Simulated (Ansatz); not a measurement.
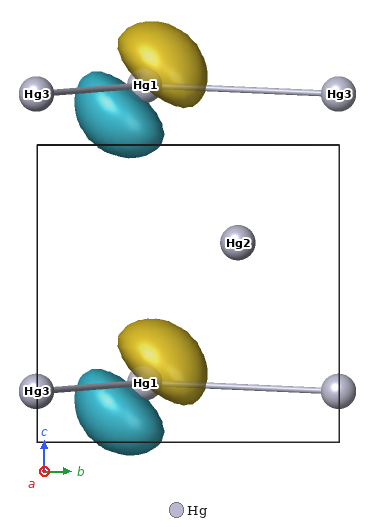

Hg: one atom of the 3-atom cell (and its periodic copies) was moved a little. Density after less density before, yellow at +1 and cyan at −1 e/Å³, seen along the a axis; cell a = 4.54 Å, b = 4.54 Å, c = 3.87 Å, α = 90.00°, β = 90.00°, γ = 120.00°. The lobes lie largely inside the PAW sphere, where the density is a smoothed one.

Space group P6/mmm; the calculation finds a residual pressure of about 14 GPa at this fixed cell. So large a residual pressure suggests that the database cell is idealised or belongs to other conditions.

Level of theory: DFT PBE, scalar-relativistic, plane waves, PAW (Ansatz).

Find the displaced atom and its direction.

Answer. Hg1 moved towards the yellow lobe, up and to the right in the picture. In the run the shift was 0.15 Å roughly along [1 2 2] in the axes of the cell drawn.

What restoring force does the calculation give for this move?

Answer. The force on it changes by 0.75 eV/Å along the move, against it: a stiffness of about 5 eV/Å² for this sublattice shift.
